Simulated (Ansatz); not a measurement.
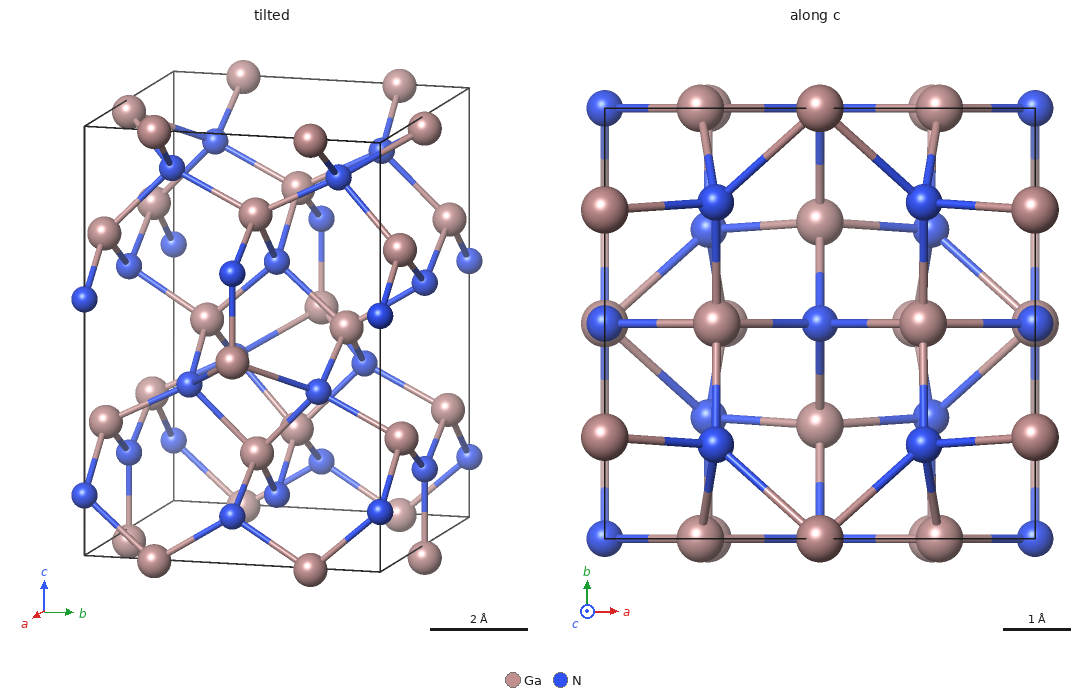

Ball-and-stick representation of a periodic structure, projected slightly off an axis and along the c axis. Thin lines show the conventional unit cell, with boundary atoms drawn in all their periodic places. Cell: a = 6.433 Å, b = 6.433 Å, c = 9.097 Å, α = 90.00°, β = 90.00°, γ = 90.00°.

What is this?

- The structure is one of Ga$_{7}$N$_{8}$.
- Its lattice is body-centred orthorhombic, its space group Imm2 (No. 44).
- Content of the cell: 14 Ga, 16 N (Z = 2).
- Within bonding distance, the neighbour counts come to Ga 4 to 5 (mean 4.1) and N 2 to 4 (mean 3.6).
- The bonds build a three-dimensional framework.

Starting structure: a structure listed in the Materials Project. The cell was then strained or its atoms displaced on purpose. The atoms were relaxed in a fixed cell with DFT PBE, scalar-relativistic, plane waves, PAW (Ansatz).

At this level of theory the cell isn't at rest (stretched, at -12 GPa), so its distances can differ from those at equilibrium, the more so the softer the solid.
